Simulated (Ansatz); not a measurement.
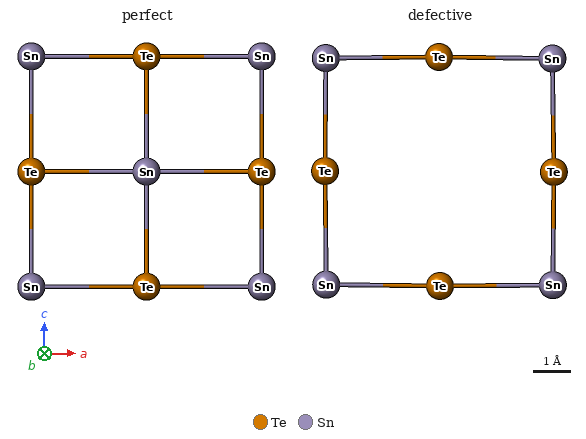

Left: perfect SnTe. Right: the same region with one point defect, after relaxing the atoms in a supercell of 64 sites. Style: ball-and-stick. Shown: the atoms within 6.0 Å of one point, in a slice 5.0 Å thick across the line of sight, along the b axis.

Method: DFT, PBEsol, PAW, plane waves in Ansatz. Set-up: plane-wave cutoff 420 eV; k-point mesh 1 × 1 × 1; mesh shifted by (0.25, 0.25, 0.25); collinear spin. Fermi-Dirac smearing of 0.01 eV. A uniform background neutralises the charged cell. The axes drawn are those of the host's conventional cell.

Question: What kind of defect was made?

Answer: A tin atom is taken out (a vacancy).

The charge state of the cell is −1.

Question: How does the lattice respond?

Answer: Around the empty Sn site the host had 6 Te at 3.14 Å; after relaxation the nearest atoms are 6 Te at 3.12 to 3.13 Å. Of the host's atoms, a tin atom moves furthest from its site, by 0.09 Å. The cell ends without a net magnetic moment.

Limits of the set-up: the cell is charged, on a uniform background, and energies carry no finite-size correction.
